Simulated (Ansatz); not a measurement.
Given this structure:

```cif
data_structure
_symmetry_space_group_name_H-M 'P 1'
_symmetry_Int_Tables_number 1
_cell_length_a 3.7698
_cell_length_b 4.3374
_cell_length_c 25.2605
_cell_angle_alpha 90.000
_cell_angle_beta 90.000
_cell_angle_gamma 112.552
_cell_volume 381.45
loop_
_atom_site_label
_atom_site_type_symbol
_atom_site_fract_x
_atom_site_fract_y
_atom_site_fract_z
_atom_site_occupancy
B1 B 0.00113 0.50038 0.35836 1
N1 N 0.00157 0.16719 0.35836 1
B2 B 0.00113 0.00038 0.40792 1
N2 N 0.00157 0.66719 0.40792 1
B3 B 0.00113 0.50038 0.45749 1
N3 N 0.00157 0.16719 0.45749 1
B4 B 0.00038 0.99878 0.50629 1
N4 N 0.00226 0.66682 0.50731 1
B5 B 0.00349 0.50521 0.55915 1
N5 N 0.99941 0.16923 0.55629 1
B6 B 0.00081 0.94540 0.59501 1
N6 N 0.00798 0.65958 0.60918 1
H1 H 0.00440 0.80249 0.64164 1
```

**Summarise the structure in words.**

Its composition is B6HN6. Atoms per cell: 13 (6 B, 1 H, 6 N). The coordination shell of H holds one B and one N in a bent arrangement (1.33 Å to B, 1.03 Å to N). The bonds build B6HN6 chains along [010].

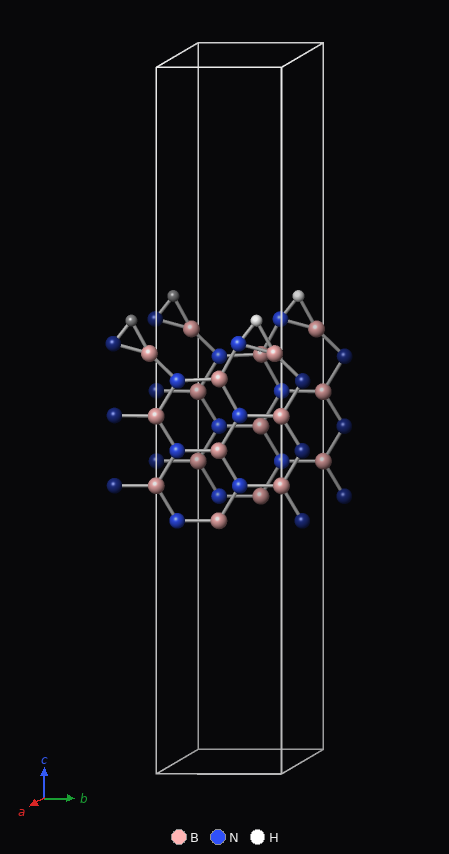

This ball-and-stick model is shown slightly off an axis. The frame is the simulation cell; atoms at its boundary are shown with their periodic copies. The bonded neighbours beyond the faces are included, in fainter colours.

Origin of the cell: a structure listed in the Materials Project, from which a slab was cut and an adsorbate added. Earlier steps of the study may have refined or changed the cell and positions. It was set up as input for a calculation with Ansatz.
